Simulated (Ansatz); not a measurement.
System: BN, space group P6_3mc (No. 186).

Starting cell:
```xyz
12
Lattice="-2.5546 0.0000 0.0000 -1.2773 -2.2123 0.0000 0.0000 0.0000 12.6735" Properties=species:S:1:pos:R:3 pbc="T T T"
B    -2.5546   -1.4749    0.7911
B    -2.5546   -1.4749    5.0156
B    -2.5546   -1.4749    9.2401
B    -1.2773   -0.7374   11.3524
B    -1.2773   -0.7374    2.9033
B    -1.2773   -0.7374    7.1278
N    -2.5546   -1.4749   11.8821
N    -2.5546   -1.4749    3.4330
N    -2.5546   -1.4749    7.6575
N    -1.2773   -0.7374    9.7698
N    -1.2773   -0.7374    1.3208
N    -1.2773   -0.7374    5.5453
```

How it was computed, with Ansatz 0.2.0: rigid slide of a crystal across a plane by tilting cell vector c, one fault a cell, unrelaxed, by plane-wave density functional theory with PAW datasets, free energies less that of the undisturbed cell; scalar-relativistic. Level: PBE, no spin polarisation.

```
          setting                                       value
      wave cutoff                                      420 eV
           k mesh                                     10×10×2
      occupations                                    Gaussian
   smearing width                                     0.05 eV
          k shift                      (0, 0, 0) (mesh steps)
            start                                     relaxed
height of the cut               0 (fraction of cell vector c)
      slip vector  (1, 0) (multiples of cell vectors a and b)
```

The points at slip 0.6, 0.7, 0.8 and 0.9 follow from computed ones by symmetry.

Predict the fault energy against slip. The slip takes the values 0.0, 0.1, 0.2, 0.3, 0.4, 0.5, 0.6, 0.7, 0.8, 0.9.

The highest fault energy among the points, the barrier to rigid slip along this vector, is 7800 mJ/m² at slip 0.5; no local minimum, hence no metastable fault, shows among the points. The spacing at cut is 1.58 Å.

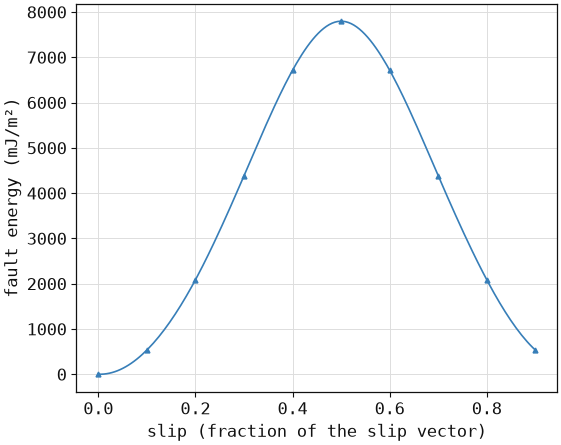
